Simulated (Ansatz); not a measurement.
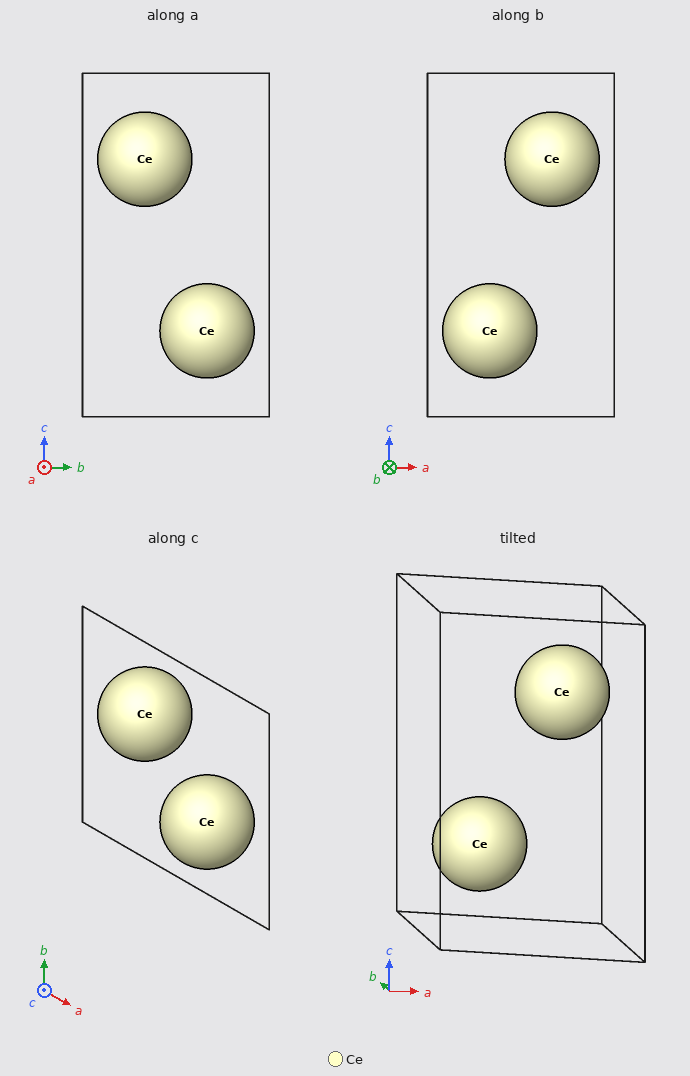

The image is a spheres-only drawing of a crystal, viewed along the a axis, along the b axis, along the c axis and slightly off an axis. Atoms at the boundary of the conventional unit cell (the box) are drawn once for each face, edge or corner they touch.

Lattice parameters: a = 3.687 Å, b = 3.687 Å, c = 5.864 Å, α = 90.00°, β = 90.00°, γ = 120.00°.

### From the views, write a table of Wyckoff sites.

Space group P6_3/mmc (No. 194).
| atom | site | x | y | z |
| --- | --- | --- | --- | --- |
| Ce | 2c | 0.3333 | 0.6667 | 0.2500 |

Origin: a generated cell, made by putting these elements into a known structure type (the compound may or may not exist in this form); unrelaxed. Ansatz was used for an electronic-structure calculation on it.
